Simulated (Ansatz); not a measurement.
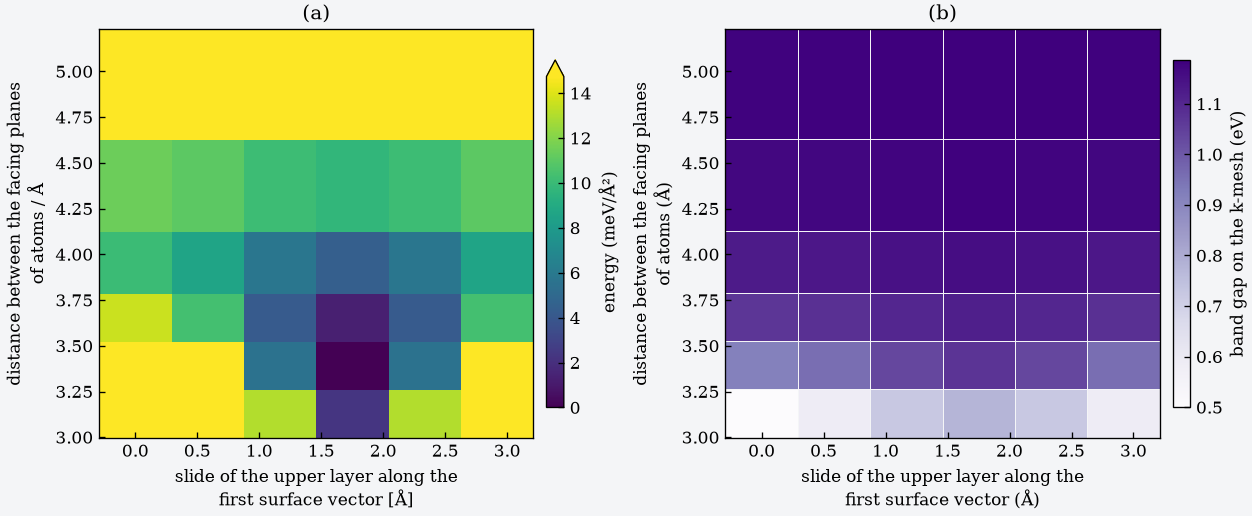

A bilayer of two Te₂Mo sheets (1H type) (6 atoms in the cell). The upper layer of a bilayer is slid along a line and lifted, both layers rigid. The first coordinate is: slide of the upper layer along the first surface vector, from Te4 above Te3; the second: distance between the facing planes of atoms. The grid has 6 × 6 points; 24 points were computed and 12 follow by symmetry. Points are written as (first, second). Energies: meV/Å², counted from the lowest grid point. The calculation used DFT PBE+D3(BJ), scalar-relativistic, plane waves, PAW (Ansatz). Settings: cutoff 420 eV, k-mesh 9×9×1, gaussian smearing 0.05 eV, no spin polarisation.

Panel (a) is the energy; panel (b) is the computed band gap on the k-mesh, in eV.

The picture shows one coloured cell a grid point, one colour for all values above the top of the scale.

### How does the band gap on the k-mesh vary over the map, and what is it at the lowest grid point?

It runs from 0.50 eV at (0.00 Å, 3.13 Å) to 1.19 eV at (1.75 Å, 4.93 Å). At the lowest grid point, (1.75 Å, 3.40 Å), it is 1.07 eV.

PAW datasets: the set soft_1.
